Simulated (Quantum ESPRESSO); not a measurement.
# H on fcc sites of Ti(0001): a series in the coverage, part 2 of 9

Aim: how the results for H on fcc sites of Ti(0001) change with the coverage.

Quantum ESPRESSO 7.5; plane-wave DFT, PBE, GBRV ultrasoft pseudopotentials.

So far. Step 2 (Variable-cell relaxation of the reference):  The last row is no step: it is a fresh SCF in the final cell with a new plane-wave basis, +0 meV from the row before. The relaxed cell has a = 2.939, c = 4.645 Å (conventional setting).

**3. Self-consistent run of the reference**

A bulk run at that cell gives the reference energy and levels.

ref.bulk.in

```
&control
  prefix = 'ref.bulk'
  outdir = './out'
  pseudo_dir = './pseudo'
  calculation = 'scf'
  tprnfor = .true.
/
&system
  ibrav = 0
  nat = 2
  ntyp = 1
  ecutwfc = 40
  ecutrho = 200
  occupations = 'smearing'
  smearing = 'mv'
  degauss = 0.02
/
&electrons
  conv_thr = 1e-09
  mixing_beta = 0.4
  electron_maxstep = 120
/
ATOMIC_SPECIES
  Ti  47.8670  ti_pbe_v1.4.uspp.F.UPF
CELL_PARAMETERS angstrom
  2.93930890900000 0.00000000000000 0.00000000000000
  -1.46965445500000 2.54551618500000 0.00000000000000
  0.00000000000000 0.00000000000000 4.64487942800000
ATOMIC_POSITIONS crystal
  Ti  0.333333333300 0.666666666700 0.250000000000
  Ti  0.666666666700 0.333333333300 0.750000000000
K_POINTS automatic
  16 16 9 0 0 0
```

Started as:

```bash
> OMP_NUM_THREADS=1 mpirun -n 16 pw.x -nk 16 -in ref.bulk.in > ref.bulk.out
```

The log of the run:

```text
[banner, memory and clock lines left out]
Program PWSCF v.7.5 starts
[citation notice left out]

[...]
Message from routine setup:
[...]
bravais-lattice index     =            0
     lattice parameter (alat)  =       5.5545  a.u.
     unit-cell volume          =     234.5266 (a.u.)^3
     number of atoms/cell      =            2
     number of atomic types    =            1
     number of electrons       =        24.00
     number of Kohn-Sham states=           16
     kinetic-energy cutoff     =      40.0000  Ry
     charge density cutoff     =     200.0000  Ry
     scf convergence threshold =      1.0E-09
     mixing beta               =       0.4000
     number of iterations used =            8  plain     mixing
     Exchange-correlation=  SLA  PW   PBX  PBC
                           (   1   4   3   4   0   0   0)

[...]
PseudoPot. # 1 for Ti read from file:
     ./pseudo/ti_pbe_v1.4.uspp.F.UPF
     Pseudo is Ultrasoft + core correction, Zval = 12.0
     Generated by new atomic code, or converted to UPF format
     Using radial grid of  851 points,  6 beta functions with:
                l(1) =   0
                l(2) =   0
                l(3) =   1
                l(4) =   1
                l(5) =   2
                l(6) =   2
     Q(r) pseudized with  6 coefficients,  rinner =    1.000   1.000   1.000
                                                       1.000   1.000

     atomic species   valence    mass     pseudopotential
     Ti               12.00    47.86700     Ti( 1.00)

     24 Sym. Ops., with inversion, found (12 have fractional translation)

[...]
number of k points=   150  Marzari-Vanderbilt smearing, width (Ry)=  0.0200

     Number of k-points >= 100: set verbosity='high' to print them.

     Dense  grid:    11235 G-vectors     FFT dimensions: (  25,  25,  40)

     Smooth grid:     8051 G-vectors     FFT dimensions: (  24,  24,  36)

     Check: negative core charge=   -0.000009

     Initial potential from superposition of free atoms

     starting charge      21.9999, renormalised to      24.0000

     negative rho (up, down):  4.003E-03 0.000E+00
     Starting wfcs are   20 randomized atomic wfcs

     per-process dynamical memory:    14.8 Mb

     Self-consistent Calculation

     iteration #  1     ecut=    40.00 Ry     beta= 0.40
     Davidson diagonalization with overlap
     ethr =  1.00E-02,  avg # of iterations =  3.8

     negative rho (up, down):  4.701E-03 0.000E+00

     total energy              =    -238.31616216 Ry
     estimated scf accuracy    <       1.24595894 Ry

     iteration #  2     ecut=    40.00 Ry     beta= 0.40
[...]
negative rho (up, down):  3.743E-03 0.000E+00

[...]
total energy              =    -238.46570018 Ry
     estimated scf accuracy    <       0.05006274 Ry

     iteration #  3     ecut=    40.00 Ry     beta= 0.40
[...]
negative rho (up, down):  3.010E-03 0.000E+00

[...]
total energy              =    -238.49849400 Ry
     estimated scf accuracy    <       0.02297321 Ry

     iteration #  4     ecut=    40.00 Ry     beta= 0.40
[...]
negative rho (up, down):  1.252E-03 0.000E+00

[...]
total energy              =    -238.50057980 Ry
     estimated scf accuracy    <       0.00212223 Ry

     iteration #  5     ecut=    40.00 Ry     beta= 0.40
[...]
negative rho (up, down):  1.296E-03 0.000E+00

[...]
total energy              =    -238.50145427 Ry
     estimated scf accuracy    <       0.00017946 Ry

     iteration #  6     ecut=    40.00 Ry     beta= 0.40
[...]
negative rho (up, down):  1.280E-03 0.000E+00

[...]
total energy              =    -238.50143394 Ry
     estimated scf accuracy    <       0.00007639 Ry

[...]
iteration #  9     ecut=    40.00 Ry     beta= 0.40
[...]
negative rho (up, down):  1.290E-03 0.000E+00

[...]
total energy              =    -238.50144480 Ry
     estimated scf accuracy    <       0.00000161 Ry

     iteration # 10     ecut=    40.00 Ry     beta= 0.40
[...]
negative rho (up, down):  1.292E-03 0.000E+00

[...]
total energy              =    -238.50144529 Ry
     estimated scf accuracy    <       0.00000006 Ry

     iteration # 11     ecut=    40.00 Ry     beta= 0.40
[...]
negative rho (up, down):  1.292E-03 0.000E+00

[...]
total energy              =    -238.50144532 Ry
     estimated scf accuracy    <          2.3E-09 Ry

     iteration # 12     ecut=    40.00 Ry     beta= 0.40
[...]
negative rho (up, down):  1.292E-03 0.000E+00

[...]
End of self-consistent calculation

     Number of k-points >= 100: set verbosity='high' to print the bands.

     the Fermi energy is    13.3790 ev

!    total energy              =    -238.50144532 Ry
     estimated scf accuracy    <          1.2E-10 Ry
     smearing contrib. (-TS)   =       0.00020395 Ry
     internal energy E=F+TS    =    -238.50164927 Ry

     The total energy is F=E-TS. E is the sum of the following terms:
     one-electron contribution =     -81.01507239 Ry
     hartree contribution      =      48.50171750 Ry
     xc contribution           =     -36.07608519 Ry
     ewald contribution        =    -169.91220919 Ry

     convergence has been achieved in  12 iterations

     negative rho (up, down):  1.292E-03 0.000E+00

     Forces acting on atoms (cartesian axes, Ry/au):

     atom    1 type  1   force =     0.00000000    0.00000000    0.00000000
     atom    2 type  1   force =     0.00000000   -0.00000000    0.00000000

     Total force =     0.000000     Total SCF correction =     0.000000

[...]
```

Wall time 4 s (16 MPI ranks of Arm Neoverse V2, shared host); peak memory 0.79 GiB; 61 s of CPU time.

**4. Relaxation with pw.x of the reference**

The free molecule gives the reference for adsorption energies.

System of this step: H₂ molecule in a box. The cell holds 2 atoms: 2 H. Its edges and angles: a = 11.000 Å, b = 11.500 Å, c = 13.000 Å, α = 90.0°, β = 90.0°, γ = 90.0°. Vacuum lies along a, b and c.

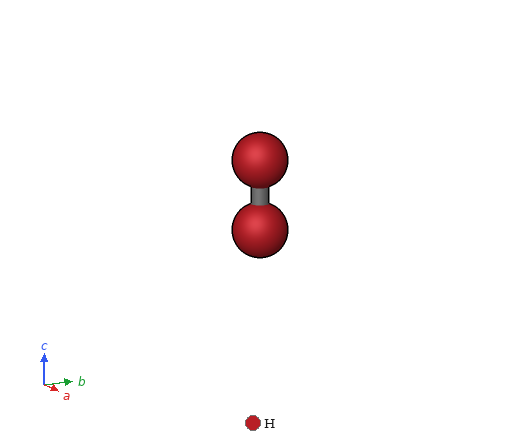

The cell of this step (hydrogen red).

ref.gas.in

```
&control
  prefix = 'ref.gas'
  outdir = './out'
  pseudo_dir = './pseudo'
  nstep = 40
  forc_conv_thr = 0.001
  calculation = 'relax'
/
&system
  ibrav = 0
  nat = 2
  ntyp = 1
  ecutwfc = 40
  ecutrho = 200
  occupations = 'smearing'
  smearing = 'gaussian'
  degauss = 0.002
/
&electrons
  conv_thr = 1e-07
  mixing_beta = 0.4
  electron_maxstep = 120
/
&ions
/
ATOMIC_SPECIES
  H   1.0080  h_pbe_v1.4.uspp.F.UPF
CELL_PARAMETERS angstrom
  11.00000000000000 0.00000000000000 0.00000000000000
  0.00000000000000 11.50000000000000 0.00000000000000
  0.00000000000000 0.00000000000000 13.00000000000000
ATOMIC_POSITIONS crystal
  H   0.500000000000 0.500000000000 0.471153846154
  H   0.500000000000 0.500000000000 0.528846153846
K_POINTS automatic
  1 1 1 0 0 0
```

Started as:

```bash
> OMP_NUM_THREADS=1 mpirun -n 16 pw.x -nk 1 -in ref.gas.in > ref.gas.out
```

The log of the run:

```text
[banner, memory and clock lines left out]
Program PWSCF v.7.5 starts

          URL

     Message from routine setup:
     using ibrav=0 with symmetry is DISCOURAGED, use correct ibrav instead

     bravais-lattice index     =            0
     lattice parameter (alat)  =      20.7870  a.u.
     unit-cell volume          =   11097.6361 (a.u.)^3
     number of atoms/cell      =            2
     number of atomic types    =            1
     number of electrons       =         2.00
     number of Kohn-Sham states=            5
     kinetic-energy cutoff     =      40.0000  Ry
     charge density cutoff     =     200.0000  Ry
     scf convergence threshold =      1.0E-07
     mixing beta               =       0.4000
     number of iterations used =            8  plain     mixing
     energy convergence thresh.=      1.0E-04
     force convergence thresh. =      1.0E-03
     Exchange-correlation=  SLA  PW   PBX  PBC
                           (   1   4   3   4   0   0   0)
     nstep                     =           40

     celldm(1)=  20.786987  celldm(2)=   0.000000  celldm(3)=   0.000000
     celldm(4)=   0.000000  celldm(5)=   0.000000  celldm(6)=   0.000000

     crystal axes: (cart. coord. in units of alat)
               a(1) = (   1.000000   0.000000   0.000000 )
               a(2) = (   0.000000   1.045455   0.000000 )
               a(3) = (   0.000000   0.000000   1.181818 )

     reciprocal axes: (cart. coord. in units 2 pi/alat)
               b(1) = (  1.000000  0.000000  0.000000 )
               b(2) = (  0.000000  0.956522  0.000000 )
               b(3) = (  0.000000  0.000000  0.846154 )

     PseudoPot. # 1 for H  read from file:
     ./pseudo/h_pbe_v1.4.uspp.F.UPF
     Pseudo is Ultrasoft, Zval =  1.0
     Generated by new atomic code, or converted to UPF format
     Using radial grid of  615 points,  2 beta functions with:
                l(1) =   0
                l(2) =   0
     Q(r) pseudized with  8 coefficients,  rinner =    0.700

     atomic species   valence    mass     pseudopotential
     H                 1.00     1.00800     H ( 1.00)

      8 Sym. Ops., with inversion, found

   Cartesian axes

     site n.     atom                  positions (alat units)
         1        H      tau(   1) = (   0.5000000   0.5227273   0.5568182  )
         2        H      tau(   2) = (   0.5000000   0.5227273   0.6250000  )

     number of k points=     1  Gaussian smearing, width (Ry)=  0.0020
                       cart. coord. in units 2pi/alat
        k(    1) = (   0.0000000   0.0000000   0.0000000), wk =   2.0000000

     Dense  grid:   530123 G-vectors     FFT dimensions: (  96, 100, 120)

     Smooth grid:   379275 G-vectors     FFT dimensions: (  90,  90, 100)

     Initial potential from superposition of free atoms

     starting charge       2.0000, renormalised to       2.0000

     negative rho (up, down):  3.734E-04 0.000E+00
     Starting wfcs are    2 randomized atomic wfcs +    3 random wfcs

     per-process dynamical memory:    22.0 Mb

     Self-consistent Calculation

     iteration #  1     ecut=    40.00 Ry     beta= 0.40
     Davidson diagonalization with overlap
     ethr =  1.00E-02,  avg # of iterations =  7.0

     negative rho (up, down):  6.838E-04 0.000E+00

     total energy              =      -2.33997634 Ry
     estimated scf accuracy    <       0.11156298 Ry

     iteration #  2     ecut=    40.00 Ry     beta= 0.40
     Davidson diagonalization with overlap
     ethr =  5.58E-03,  avg # of iterations =  1.0

     negative rho (up, down):  9.467E-04 0.000E+00

     total energy              =      -2.32678332 Ry
     estimated scf accuracy    <       0.02747960 Ry

     iteration #  3     ecut=    40.00 Ry     beta= 0.40
     Davidson diagonalization with overlap
     ethr =  1.37E-03,  avg # of iterations =  2.0

     negative rho (up, down):  1.041E-03 0.000E+00

     total energy              =      -2.33005095 Ry
     estimated scf accuracy    <       0.00009308 Ry

     iteration #  4     ecut=    40.00 Ry     beta= 0.40
     Davidson diagonalization with overlap
     c_bands:  3 eigenvalues not converged
     ethr =  4.65E-06,  avg # of iterations = 20.0

     negative rho (up, down):  1.119E-03 0.000E+00

     total energy              =      -2.33004472 Ry
     estimated scf accuracy    <       0.00008326 Ry

     iteration #  5     ecut=    40.00 Ry     beta= 0.40
     Davidson diagonalization with overlap
     c_bands:  1 eigenvalues not converged
     ethr =  4.16E-06,  avg # of iterations = 20.0

     negative rho (up, down):  1.200E-03 0.000E+00

     End of self-consistent calculation

          k = 0.0000 0.0000 0.0000 ( 47391 PWs)   bands (ev):

   -10.3212  -0.2758   0.1841   0.6302   0.7317

     the Fermi energy is    -4.7948 ev

!    total energy              =      -2.33005442 Ry
     estimated scf accuracy    <       0.00000007 Ry
     smearing contrib. (-TS)   =      -0.00000000 Ry
     internal energy E=F+TS    =      -2.33005442 Ry

     The total energy is F=E-TS. E is the sum of the following terms:
     one-electron contribution =      -3.97240809 Ry
     hartree contribution      =       2.10899166 Ry
     xc contribution           =      -1.37333088 Ry
     ewald contribution        =       0.90669289 Ry

     convergence has been achieved in   5 iterations

     Forces acting on atoms (cartesian axes, Ry/au):

     atom    1 type  1   force =     0.00000000    0.00000000   -0.01656851
     atom    2 type  1   force =     0.00000000    0.00000000    0.01656851

     Total force =     0.023431     Total SCF correction =     0.000076

     BFGS Geometry Optimization
     Energy error            =      5.5E-04 Ry
     Gradient error          =      1.7E-02 Ry/Bohr

     number of scf cycles    =   1
     number of bfgs steps    =   0

     energy             new  =      -2.3300544213 Ry

     new trust radius        =       0.0165685131 bohr
     new conv_thr            =       0.0000001000 Ry

ATOMIC_POSITIONS (crystal)
H                0.5000000000        0.5000000000        0.4704794093
H                0.5000000000        0.5000000000        0.5295205907

     XML data file
     NEW-OLD atomic charge density approx. for the potential

     negative rho (up, down):  1.193E-03 0.000E+00

     per-process dynamical memory:    29.6 Mb

     Self-consistent Calculation

     iteration #  1     ecut=    40.00 Ry     beta= 0.40
     Davidson diagonalization with overlap
     c_bands:  1 eigenvalues not converged
     ethr =  1.00E-06,  avg # of iterations = 20.0

     negative rho (up, down):  1.181E-03 0.000E+00

     total energy              =      -2.33019166 Ry
     estimated scf accuracy    <       0.00007782 Ry

     iteration #  2     ecut=    40.00 Ry     beta= 0.40
     Davidson diagonalization with overlap
     ethr =  3.89E-06,  avg # of iterations = 12.0

     negative rho (up, down):  1.176E-03 0.000E+00

     total energy              =      -2.33018665 Ry
     estimated scf accuracy    <       0.00001832 Ry

     iteration #  3     ecut=    40.00 Ry     beta= 0.40
     Davidson diagonalization with overlap
     ethr =  9.16E-07,  avg # of iterations =  2.0

     negative rho (up, down):  1.175E-03 0.000E+00

     total energy              =      -2.33018869 Ry
     estimated scf accuracy    <       0.00000016 Ry

     iteration #  4     ecut=    40.00 Ry     beta= 0.40
     Davidson diagonalization with overlap
     ethr =  8.03E-09,  avg # of iterations =  2.0

     negative rho (up, down):  1.172E-03 0.000E+00

     End of self-consistent calculation

          k = 0.0000 0.0000 0.0000 ( 47391 PWs)   bands (ev):

   -10.2388  -0.2785   0.1441   0.6271   0.6751

     the Fermi energy is    -4.7819 ev

!    total energy              =      -2.33018871 Ry
     estimated scf accuracy    <       0.00000002 Ry
     smearing contrib. (-TS)   =      -0.00000000 Ry
     internal energy E=F+TS    =      -2.33018871 Ry

     The total energy is F=E-TS. E is the sum of the following terms:
     one-electron contribution =      -3.92809960 Ry
     hartree contribution      =       2.08615276 Ry
     xc contribution           =      -1.36271632 Ry
     ewald contribution        =       0.87447445 Ry

     convergence has been achieved in   4 iterations

     Forces acting on atoms (cartesian axes, Ry/au):

     atom    1 type  1   force =     0.00000000    0.00000000    0.00803632
     atom    2 type  1   force =     0.00000000    0.00000000   -0.00803632

     Total force =     0.011365     Total SCF correction =     0.000039
     Energy error            =      1.3E-04 Ry
     Gradient error          =      8.0E-03 Ry/Bohr

     number of scf cycles    =   2
     number of bfgs steps    =   1

     energy             old  =      -2.3300544213 Ry
     energy             new  =      -2.3301887063 Ry

     CASE: energy            _new < energy            _old

     new trust radius        =       0.0054115350 bohr
     new conv_thr            =       0.0000000013 Ry

ATOMIC_POSITIONS (crystal)
H                0.5000000000        0.5000000000        0.4706996909
H                0.5000000000        0.5000000000        0.5293003091

     XML data file
     NEW-OLD atomic charge density approx. for the potential

     negative rho (up, down):  1.173E-03 0.000E+00

     per-process dynamical memory:    29.6 Mb

     Self-consistent Calculation

     iteration #  1     ecut=    40.00 Ry     beta= 0.40
     Davidson diagonalization with overlap
     ethr =  1.00E-06,  avg # of iterations =  2.0

     negative rho (up, down):  1.177E-03 0.000E+00

     total energy              =      -2.33023453 Ry
     estimated scf accuracy    <       0.00000816 Ry

     iteration #  2     ecut=    40.00 Ry     beta= 0.40
     Davidson diagonalization with overlap
     ethr =  4.08E-07,  avg # of iterations =  1.0

     negative rho (up, down):  1.179E-03 0.000E+00

     total energy              =      -2.33023381 Ry
     estimated scf accuracy    <       0.00000212 Ry

     iteration #  3     ecut=    40.00 Ry     beta= 0.40
     Davidson diagonalization with overlap
     ethr =  1.06E-07,  avg # of iterations =  2.0

     negative rho (up, down):  1.180E-03 0.000E+00

     total energy              =      -2.33023410 Ry
     estimated scf accuracy    <       0.00000003 Ry

     iteration #  4     ecut=    40.00 Ry     beta= 0.40
     Davidson diagonalization with overlap
     ethr =  1.32E-09,  avg # of iterations =  2.0

     negative rho (up, down):  1.181E-03 0.000E+00

     total energy              =      -2.33023410 Ry
     estimated scf accuracy    <       0.00000004 Ry

     iteration #  5     ecut=    40.00 Ry     beta= 0.40
     Davidson diagonalization with overlap
     ethr =  1.32E-09,  avg # of iterations =  2.0

     negative rho (up, down):  1.182E-03 0.000E+00

     End of self-consistent calculation

          k = 0.0000 0.0000 0.0000 ( 47391 PWs)   bands (ev):

   -10.2668  -0.2786   0.1570   0.6265   0.6760

     the Fermi energy is    -4.7954 ev

!    total energy              =      -2.33023409 Ry
     estimated scf accuracy    <          2.0E-11 Ry
     smearing contrib. (-TS)   =      -0.00000000 Ry
     internal energy E=F+TS    =      -2.33023409 Ry

     The total energy is F=E-TS. E is the sum of the following terms:
     one-electron contribution =      -3.94251665 Ry
     hartree contribution      =       2.09364958 Ry
     xc contribution           =      -1.36620125 Ry
     ewald contribution        =       0.88483422 Ry

     convergence has been achieved in   5 iterations

     Forces acting on atoms (cartesian axes, Ry/au):

     atom    1 type  1   force =     0.00000000    0.00000000    0.00030169
     atom    2 type  1   force =     0.00000000    0.00000000   -0.00030169

     Total force =     0.000427     Total SCF correction =     0.000001
     Energy error            =      4.5E-05 Ry
     Gradient error          =      3.0E-04 Ry/Bohr

     bfgs converged in   3 scf cycles and   2 bfgs steps
     (criteria: energy <  1.0E-04 Ry, force <  1.0E-03 Ry/Bohr)

     End of BFGS Geometry Optimization

     Final energy             =      -2.3302340898 Ry

     File ./out/ref.gas.bfgs deleted, as requested
Begin final coordinates

ATOMIC_POSITIONS (crystal)
H                0.5000000000        0.5000000000        0.4706996909
H                0.5000000000        0.5000000000        0.5293003091
End final coordinates

     XML data file, charge density, pseudopotentials, collected wavefunctions

                                        0.00s GPU  (     110 calls)
```

The job ended after 2.1 s (16 MPI ranks; peak memory 1.1 GiB; 32 s of CPU time).

Relaxation path:

| step | energy less that of the first step (eV) | largest force (eV/Å) |
| --- | --- | --- |
| 1 | 0.0000 | 0.4260 |
| 2 | -0.0018 | 0.2066 |
| 3 | -0.0024 | 0.0078 |

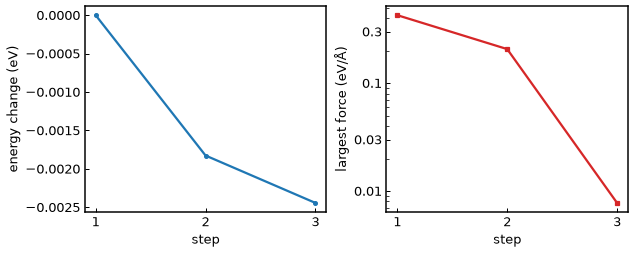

Energy and largest force along the relaxation.

The relaxed structure:

```
CELL_PARAMETERS angstrom
11.00000 0.00000 0.00000
0.00000 11.50000 0.00000
0.00000 0.00000 13.00000
ATOMIC_POSITIONS crystal
H 0.50000 0.50000 0.47070
H 0.50000 0.50000 0.52930
```

The relaxation lowers the energy by 1 meV an atom.

This step gave:

| Property | Result |
| --- | --- |
| free energy | -31.70 eV |
| Fermi energy | -4.795 eV |

(Part 2 of 9 ends here.)

[Logs are printed without paths, hosts, clocks, repeated set-up lines and the standing remarks that a program may print on its own settings, such as how far it seeks lower states.]

[Hosts, paths, dates, database ids (printed as entryN), source tags and the programs' standing remarks are cut or masked in the printed files.]

[Maps of the electrostatic potential energy from Ansatz leave out the sawtooth potential of an applied field or a dipole correction, so their vacuum need not be flat; planar profiles and work functions include it.]
